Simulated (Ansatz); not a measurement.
```cif
data_structure
_symmetry_space_group_name_H-M 'P 1'
_symmetry_Int_Tables_number 1
_cell_length_a 5.4130
_cell_length_b 5.4130
_cell_length_c 3.3078
_cell_angle_alpha 90.000
_cell_angle_beta 90.000
_cell_angle_gamma 90.000
_cell_volume 96.92
loop_
_atom_site_label
_atom_site_type_symbol
_atom_site_fract_x
_atom_site_fract_y
_atom_site_fract_z
_atom_site_occupancy
Zr1 Zr 0.29613 0.29613 0.00000 1
Zr2 Zr 0.70387 0.70387 0.00000 1
Zr3 Zr 0.79613 0.20387 0.50000 1
Zr4 Zr 0.20387 0.79613 0.50000 1
N1 N 0.00000 0.00000 0.00000 1
N2 N 0.50000 0.50000 0.50000 1
```

Space group P4₂/mnm; a structure from a database of computed crystals, not necessarily the ambient phase.

The calculation used Ansatz 0.2.0, DFT r2SCAN, scalar-relativistic, plane waves, PAW.

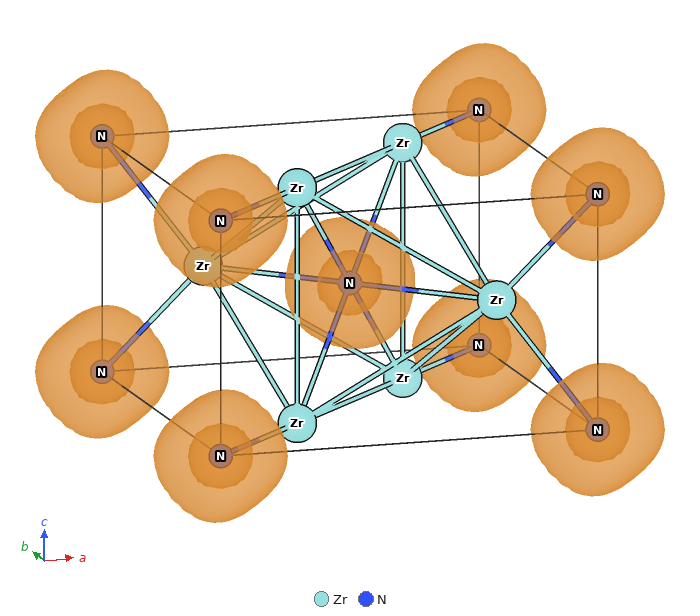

Zr2N. Isosurface of the electron localisation function at 0.7 (orange), seen slightly off an axis. Only the valence region is drawn (cores and ρ < 0.01 e/Å³ removed). Sticks mark near contacts.

In a PAW calculation such maps are meaningful between the atoms, not at the nuclei.

Describe the localisation domains.

The ELF exceeds this value in two regions wrapped around N (the valence shell of each), counted in one cell of 6 atoms. Regions shared between cells count once.

Values along the shortest contacts:
Zr–N (2.27 Å): the ELF peaks at about 0.80 in the valence shell of N, 0.7 Å from its nucleus, and drops to about 0.15 between the two atoms (no shared electron pair shows on this line). Zr–Zr (3.12 Å): the ELF is about 0.10 at the midpoint (no shared electron pair shows on this line).

Does the calculation give a band gap?

It is gapless in this calculation (a metal or semimetal).
